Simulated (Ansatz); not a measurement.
# What a change does: geometry relaxation on GaN

System: GaN (2 atoms in the cell).
Method of the first run: DFT LDA, scalar-relativistic, plane waves, PAW, no spin polarisation (Ansatz 0.2.0).

The structure derives from a Materials Project entry. Text and figures count atoms from 1; the logs count them from 0 in places.

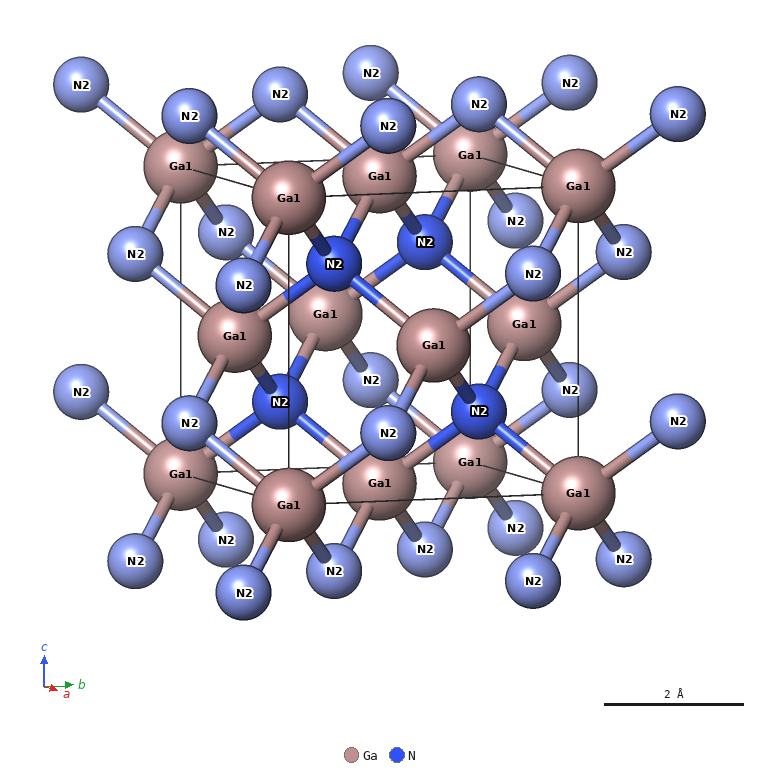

Figure 1. The starting structure (ball-and-stick view of the cell 4 times as large as that of the calculation, set on its symmetry axes, seen slightly off an axis; neighbours outside the cell are drawn fainter; atoms are numbered from 1 in the order of the input).

Input file, the first run:
```yaml
crystal:
  lattice:
    - [0.0, 2.2277008333, 2.2277008333]
    - [2.2277008333, 0.0, 2.2277008333]
    - [2.2277008333, 2.2277008333, 0.0]
  atoms:
    - { symbol: Ga, position: [0.0, 0.0, 0.0] }
    - { symbol: "N", position: [0.75, 0.75, 0.75] }
basis:
  ecutwfc: 420
kpoints:
  mp_grid: { grid: [10, 10, 10] }
hamiltonian:
  xc: lda
scf:
  occupations: { method: fixed }
output:
  forces: true
  stress: true
  eigenvalues: true
relax:
  adjacent_minimum: "off"
  f_tol: 0.001
  max_steps: 60
  cell: { stress_tol: 0.02, p_target: 30.0 }
```

Launched with:
```bash
ansatz run input.yaml --threads 1 --pin off --max-ram 3072MiB --backend cpu --events-out ev --progress --plain --runs-dir out
```

Hardware: 1 thread of Intel Xeon Gold (Sapphire Rapids), 64 GiB of memory available, shared host.

Output, shortened to warnings, some set-up lines, iterations and results (the first run):
```
Basis set: ecut = 420 eV, 411 PW (Γ)
Symmetry: 24 space group operations
k-points: 47 of 1000 (time reversal used)
Initial density: superposition of atomic densities (neutral atoms: chi_scale 0, normalization atom), corrected by the library's trained network
[...]
SCF iter   1: F=—  HF=-4082.094004 eV  |F-HF|=—  |Δ(HF+E_count)|=         —  Δρ=1.30e-2  dr2=3.51e-2  ethr=1.77e-3  ⟨swp⟩=4.4  Hψ=2817  notcnv=0  defer=68
SCF iter   2: F=—  HF=-4082.085412 eV  |F-HF|=—  |Δ(HF+E_count)|=   8.59e-3  Δρ=6.30e-3  dr2=5.97e-3  ethr=1.95e-4  ⟨swp⟩=2.4  Hψ=1295  notcnv=0  defer=92
SCF iter   3: F=—  HF=-4082.083573 eV  |F-HF|=—  |Δ(HF+E_count)|=   1.84e-3  Δρ=1.69e-3  dr2=2.54e-4  ethr=3.32e-5  ⟨swp⟩=2.1  Hψ=845  notcnv=0  defer=92
SCF iter   4: F=—  HF=-4082.083473 eV  |F-HF|=—  |Δ(HF+E_count)|=   9.94e-5  Δρ=5.85e-4  dr2=2.39e-5  ethr=1.41e-6  ⟨swp⟩=2.9  Hψ=1098  notcnv=0  defer=92
SCF iter   5: F=—  HF=-4082.083458 eV  |F-HF|=—  |Δ(HF+E_count)|=   1.56e-5  Δρ=3.55e-5  dr2=1.36e-7  ethr=1.33e-7  ⟨swp⟩=2.1  Hψ=1008  notcnv=0
[... 41 lines ...]
SCF iter   4: F=—  HF=-4081.879634 eV  |F-HF|=—  |Δ(HF+E_count)|=   3.92e-9  Δρ=7.42e-7  dr2=3.78e-11  ethr=4.48e-11  ⟨swp⟩=2.0  Hψ=992  notcnv=0  defer=19
SCF iter   5: F=—  HF=-4081.879634 eV  |F-HF|=—  |Δ(HF+E_count)|=  2.32e-11  Δρ=3.45e-7  dr2=1.35e-11  ethr=1.00e-12  ⟨swp⟩=6.6  Hψ=3241  notcnv=0
SCF iter   6: F=-4081.879634 eV  HF=-4081.879634 eV  |F-HF|=0.00e0  |Δ(HF+E_count)|=  1.73e-11  Δρ=2.24e-8  dr2=6.40e-14  ethr=1.00e-12  ⟨swp⟩=4.0  Hψ=2617  notcnv=0
SCF 7 converged in 6 iterations: F = -4081.879634 eV  dr2 = 6.40e-14
relax step   7: F+E_penalty+E_count = -4081.87963439 eV  Δ(F+E_penalty+E_count) = +6.216e-5 eV  max|allowed force component| = 5.551e-17 eV/Å  Δτ_max = 0.0000 Å  P = +29.993 …
basis re-selected at this cell: Δ(F+E_penalty+E_count) = +6.216e-5 eV, ΔP = -0.005 GPa vs the last step (what re-selecting the basis moved, of the pressure what is left beyond the Pulay correction that the steps carried, after the strain that the cell walked since its last selection, with what the …
SCF converged after 6 iterations
Free energy (F): -4081.879634 eV
Harris-Foulkes:  -4081.879634 eV  (|F-HF|=0.00e0)
Internal energy: -4081.879634 eV  (E = F + TS)
E sigma→0 (E₀):  -4081.879634 eV
Fermi energy:    11.759695 eV
--- Per-component energies (eV) ---
  E_band       = 25.324054
  E_kinetic    = 253.323078
  E_local      = -1833.683796  (includes V_loc(G=0)·N_el)
  E_nonlocal   = 478.283245
  E_hartree    = 852.137266
  E_xc         = -130.284205
  E_vxc        = -137.314197  (∫ρ·V_xc dr)
  E_paw        = -2034.630053  (= ΣΔE_a)
  E_vpaw       = -439.558708  (= ΣTr[D̂ρ^β])
  E_aug_tail   = -0.000092  (compensation charges beyond the density's cutoff)
  E_ewald      = -1668.833601
  E_core_change = 1.808524  (= ΣΔE_core)
  E_smearing   = -0.000000  (= −TS)
  E_closure    = 0.000000  (closes the sum)
  Σ components = -4081.879634   (vs F -4081.879634, Δ=0.00e0)
--- Forces (eV/Å), atoms counted from 1 ---
  atom   1  Ga    -0.00000000    -0.00000000     0.00000000
  atom   2  N      0.00000000     0.00000000    -0.00000000
  max |Σ_I F_I| component: 2.02e-17 eV/Å
--- Stress (GPa, compression-positive) ---
       29.992703       0.000000       0.000000
        0.000000      29.992703       0.000000
        0.000000       0.000000      29.992703
  P = ⅓ Tr σ = 29.9927 GPa (299.927 kbar)
--- Relaxed structure (5 steps of the walk, 5 accepted, 2 SCFs on fresh bases) ---
  F+E_penalty+E_count = -4081.87963439 eV   max|allowed force component| = 5.551e-17 eV/Å   (the final SCF, on the basis selected at the relaxed cell)
  cell:  # Å, volume = 19.6993 Å³
    - [1.7568424274887492e-33, 2.1435843762531377, 2.1435843762531377]
    - [2.1435843762531377, 5.2094873905700815e-33, 2.1435843762531377]
    - [2.1435843762531377, 2.1435843762531377, 4.699950180164356e-33]
  atoms:
    - { symbol: Ga, position: [5.8716475794703264e-34, -8.753437802523248e-34, -6.520050379657233e-34] }
    - { symbol: N, position: [0.75, 0.75, 0.75] }
```

The input of the second run differs as follows (lines with − go, lines with + come):
```diff
-  ecutwfc: 420
+  ecutwfc: "44.1 Ry"
```

What does this change do to the results?

The free energy of the second run is 4.5 meV per atom lower, which measures how much it depends on this numerical setting. More plane waves can only lower the energy of a fixed Hamiltonian, so the higher cutoff gives the lower value. The SCF takes 27 iterations over all geometry steps against 37.

Output, shortened to warnings, some set-up lines, iterations and results (the second run):
```
Basis set: ecut = 600.0110667240353 eV, 725 PW (Γ)
Symmetry: 24 space group operations
k-points: 47 of 1000 (time reversal used)
Initial density: superposition of atomic densities (neutral atoms: chi_scale 0, normalization atom), corrected by the library's trained network
[...]
SCF iter   1: F=—  HF=-4082.102886 eV  |F-HF|=—  |Δ(HF+E_count)|=         —  Δρ=1.28e-2  dr2=3.42e-2  ethr=1.77e-3  ⟨swp⟩=4.7  Hψ=2928  notcnv=0  defer=82
SCF iter   2: F=—  HF=-4082.094208 eV  |F-HF|=—  |Δ(HF+E_count)|=   8.68e-3  Δρ=6.23e-3  dr2=5.61e-3  ethr=1.90e-4  ⟨swp⟩=2.5  Hψ=1316  notcnv=0  defer=92
SCF iter   3: F=—  HF=-4082.092438 eV  |F-HF|=—  |Δ(HF+E_count)|=   1.77e-3  Δρ=1.76e-3  dr2=2.70e-4  ethr=3.12e-5  ⟨swp⟩=2.3  Hψ=855  notcnv=0  defer=92
SCF iter   4: F=—  HF=-4082.092330 eV  |F-HF|=—  |Δ(HF+E_count)|=   1.08e-4  Δρ=5.50e-4  dr2=2.02e-5  ethr=1.50e-6  ⟨swp⟩=3.0  Hψ=1123  notcnv=0  defer=92
SCF iter   5: F=—  HF=-4082.092309 eV  |F-HF|=—  |Δ(HF+E_count)|=   2.04e-5  Δρ=3.95e-5  dr2=1.37e-7  ethr=1.12e-7  ⟨swp⟩=2.0  Hψ=1031  notcnv=0  defer=2
[... 27 lines ...]
SCF iter   4: F=—  HF=-4081.888715 eV  |F-HF|=—  |Δ(HF+E_count)|=   2.87e-8  Δρ=4.19e-6  dr2=2.17e-9  ethr=1.65e-10  ⟨swp⟩=2.0  Hψ=1034  notcnv=0  defer=28
SCF iter   5: F=—  HF=-4081.888715 eV  |F-HF|=—  |Δ(HF+E_count)|=  3.93e-10  Δρ=1.54e-6  dr2=7.98e-11  ethr=1.21e-11  ⟨swp⟩=2.1  Hψ=758  notcnv=0  defer=28
SCF iter   6: F=-4081.888715 eV  HF=-4081.888715 eV  |F-HF|=1.82e-12  |Δ(HF+E_count)|=  8.73e-11  Δρ=9.61e-8  dr2=2.07e-13  ethr=1.00e-12  ⟨swp⟩=6.3  Hψ=3648  notcnv=0
SCF 5 converged in 6 iterations: F = -4081.888715 eV  dr2 = 2.07e-13
relax step   5: F+E_penalty+E_count = -4081.88871526 eV  Δ(F+E_penalty+E_count) = +2.663e-4 eV  max|allowed force component| = 5.551e-17 eV/Å  Δτ_max = 0.0000 Å  P = +30.000 …
basis re-selected at this cell: Δ(F+E_penalty+E_count) = +2.663e-4 eV, ΔP = +0.006 GPa vs the last step (what re-selecting the basis moved, of the pressure what is left beyond the Pulay correction that the steps carried, after the strain that the cell walked since its last selection, with what the …
SCF converged after 6 iterations
Free energy (F): -4081.888715 eV
Harris-Foulkes:  -4081.888715 eV  (|F-HF|=1.82e-12)
Internal energy: -4081.888715 eV  (E = F + TS)
E sigma→0 (E₀):  -4081.888715 eV
Fermi energy:    11.759045 eV
--- Per-component energies (eV) ---
  E_band       = 25.301957
  E_kinetic    = 253.138503
  E_local      = -1833.828727  (includes V_loc(G=0)·N_el)
  E_nonlocal   = 478.646228
  E_hartree    = 852.281432
  E_xc         = -130.234668
  E_vxc        = -137.249246  (∫ρ·V_xc dr)
  E_paw        = -2034.854676  (= ΣΔE_a)
  E_vpaw       = -439.967678  (= ΣTr[D̂ρ^β])
  E_aug_tail   = 0.000015  (compensation charges beyond the density's cutoff)
  E_ewald      = -1668.845347
  E_core_change = 1.808524  (= ΣΔE_core)
  E_smearing   = -0.000000  (= −TS)
  E_closure    = 0.000000  (closes the sum)
  Σ components = -4081.888715   (vs F -4081.888715, Δ=0.00e0)
--- Forces (eV/Å), atoms counted from 1 ---
  atom   1  Ga    -0.00000000     0.00000000     0.00000000
  atom   2  N      0.00000000     0.00000000    -0.00000000
  max |Σ_I F_I| component: 5.55e-17 eV/Å
--- Stress (GPa, compression-positive) ---
       29.999991      -0.000000      -0.000000
       -0.000000      29.999991       0.000000
       -0.000000       0.000000      29.999991
  P = ⅓ Tr σ = 30.0000 GPa (300.000 kbar)
--- Relaxed structure (4 steps of the walk, 4 accepted, 1 SCFs on fresh bases) ---
  F+E_penalty+E_count = -4081.88871526 eV   max|allowed force component| = 5.551e-17 eV/Å   (the final SCF, on the basis selected at the relaxed cell)
  cell:  # Å, volume = 19.6989 Å³
    - [-7.651947421770801e-35, 2.1435692884189446, 2.1435692884189446]
    - [2.1435692884189446, 2.432995743329397e-33, 2.1435692884189446]
    - [2.1435692884189446, 2.1435692884189446, 3.6049313025066524e-33]
  atoms:
[...]
```

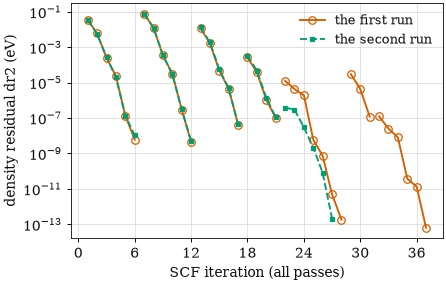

Figure 2. Convergence of the two runs: density residual dr2 against the SCF iteration. A break in a curve parts two SCF passes. The first run takes 37 iterations in all, and the second run takes 27.

The two runs side by side:

| quantity | the first run | the second run |
| --- | --- | --- |
| outcome | converged | converged |
| free energy per atom (eV) | −2040.9398 | −2040.9444 |
| gap on the mesh (eV) | 2.70 | 2.71 |
| pressure (GPa) | 29.99 | 30.00 |
| largest force (eV/Å) | 0.000 | 0.000 |
| SCF iterations | 37 | 27 |
| irreducible k-points | 47 | 47 |
| wall time (shared host) | 11 s | 11 s |

For both runs: The cell was relaxed to the target pressure of the input; what is minimised is then the enthalpy E + pV.
